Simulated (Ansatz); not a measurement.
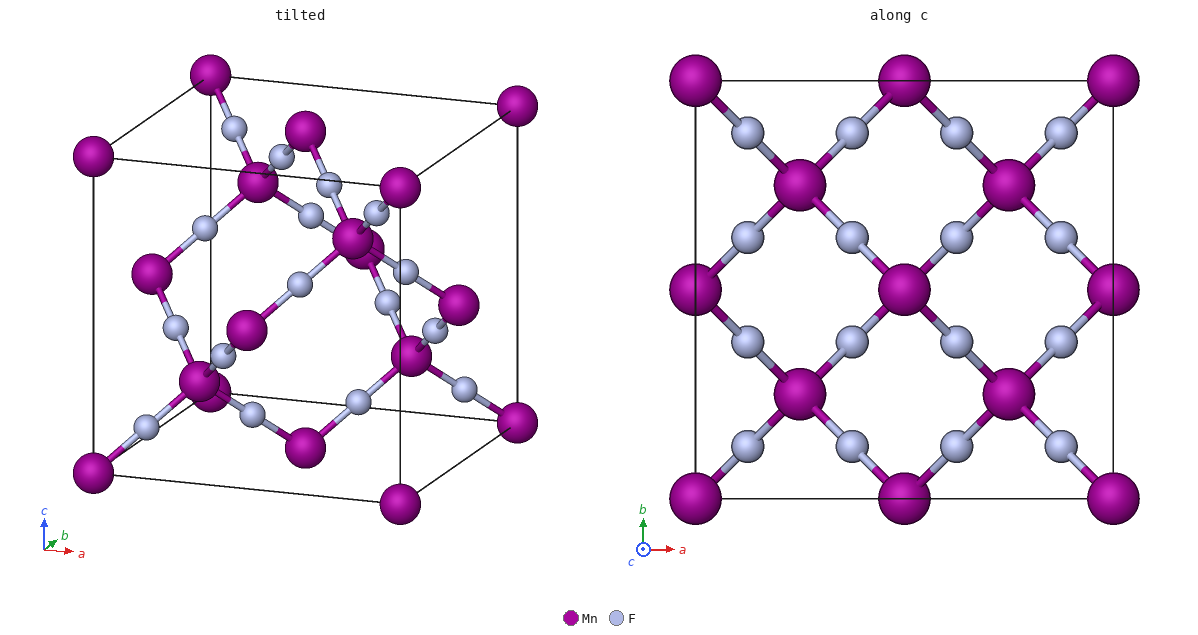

An orthographic ball-and-stick view of the structure, slightly off an axis and along the c axis. Thin lines show the conventional unit cell, with boundary atoms drawn in all their periodic places. Cell: a = 9.23 Å, b = 9.23 Å, c = 9.23 Å, α = 90.00°, β = 90.00°, γ = 90.00°.

Its origin is a random cell made by a generator, so it need not be a real form of the compound. Earlier steps of the study may have refined or changed the cell and positions. A calculation with Ansatz used it as input.

> Characterise what is shown.

The formula is MnF₂. The structure has Fd-3m (No. 227) symmetry and a face-centred cubic lattice. The cell has 24 atoms, namely 8 Mn, 16 F. Mn sits among four F in a tetrahedral arrangement at about 2.0 Å. Each F is bonded to two Mn in a linear arrangement at about 2.0 Å. The bonds build a three-dimensional framework.

The calculation used DFT PBE, scalar-relativistic, plane waves, PAW (Ansatz 0.2.0), with an energy cutoff of 420 eV, k-points about 0.20 Å⁻¹ apart, Gaussian smearing of 0.02 eV, collinear spins.

> Which atoms carry magnetic moments in this run, and how do they order?

The state reached is ferromagnetic. Sizes: Mn 4.0 μB; net moment 10.0 μB in the run's cell of 6 atoms.

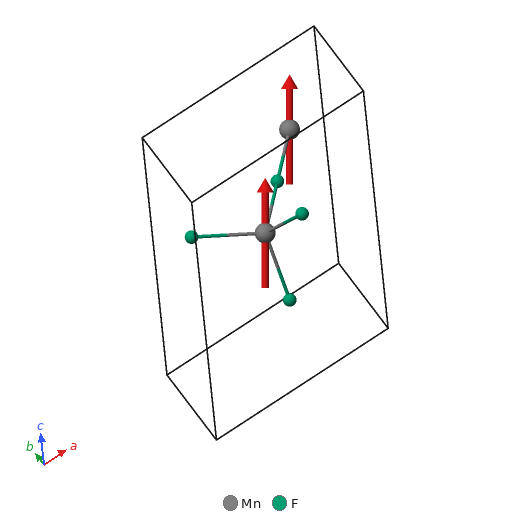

Site moments above 0.25 μB as arrows, small induced ones on non-metal atoms left out (red along the largest or up, blue against, purple across). The run's cell of 6 atoms is drawn, so axes and origin can differ from the first picture.

> Is it conducting or gapped at this level?

A semiconductor at this level, with a gap of 1.95 eV, direct.

> State the Bader charges by element.

Mn +1.56 e; F -0.78 e.

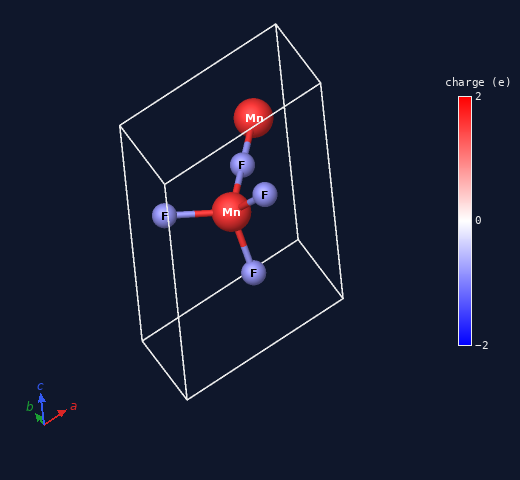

The atoms coloured by those charges. The run's cell of 6 atoms is drawn, so axes and origin can differ from the first picture.

> Do the forces and the stress vanish for this geometry?

Yes. All forces vanish to within 0.01 eV/Å. The pressure is 0.0 GPa, close to zero.
